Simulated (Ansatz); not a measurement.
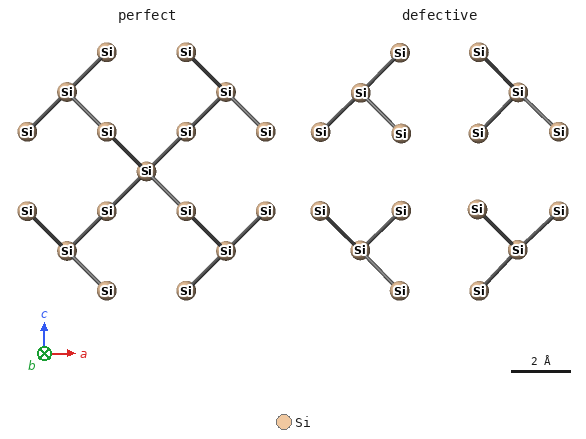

Left: perfect Si. Right: the same region with one point defect, after relaxing the atoms in a supercell of 64 sites. Style: ball-and-stick. Shown: the atoms within 4.6 Å of one point, in a slice 4.2 Å thick across the line of sight, along the b axis.

Level of theory: Ansatz 0.2.0, DFT, PBEsol, PAW, plane waves. Settings: plane-wave cutoff 420 eV; k-point mesh 1 × 1 × 1; collinear spin. Fermi-Dirac smearing of 0.01 eV. The axes drawn are those of the host's conventional cell.

Question: What kind of defect was made?

Answer: A silicon atom is taken out (a vacancy).

The charge state of the cell is 0.

Question: How does the lattice respond?

Answer: Around the empty Si site the host had 4 Si at 2.35 Å; after relaxation the nearest atoms are 4 Si at 2.25 to 2.28 Å. Of the host's atoms, a silicon atom moves furthest from its site, by 0.10 Å. The cell's net moment is 2.00 μB.
